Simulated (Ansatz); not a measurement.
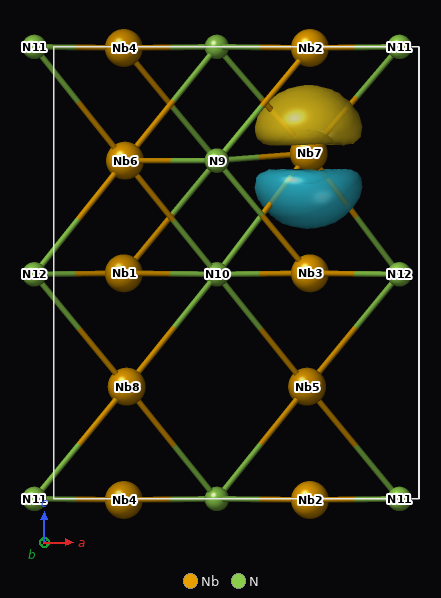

Nb$_{8}$N$_{5}$: one atom of the 13-atom cell (and its periodic copies) was moved a little. Density after less density before, yellow at +0.3 and cyan at −0.3 e/Å³, seen along the b axis; cell a = 5.37 Å, b = 5.37 Å, c = 6.24 Å, α = 90.00°, β = 90.00°, γ = 110.27°. The lobes lie largely inside the PAW sphere, where the density is a smoothed one.

Space group Cmmm; the calculation finds a residual pressure of about −16 GPa at this fixed cell. The cell comes from a database of computed structures, not from a measurement. Not relaxed before the move (largest force 0.5 eV/Å).

Computed with DFT LDA, scalar-relativistic, plane waves, PAW in Ansatz.

Which atom moved, and which way?

Answer. Nb7 moved towards the yellow lobe, upwards in the picture. In the run the shift was 0.10 Å along [0 0 1] in the axes of the cell drawn.

How much does the computed force on the atom change?

Answer. The force on it changes by 1.01 eV/Å along the move, against it: a stiffness of about 10 eV/Å² for this sublattice shift.
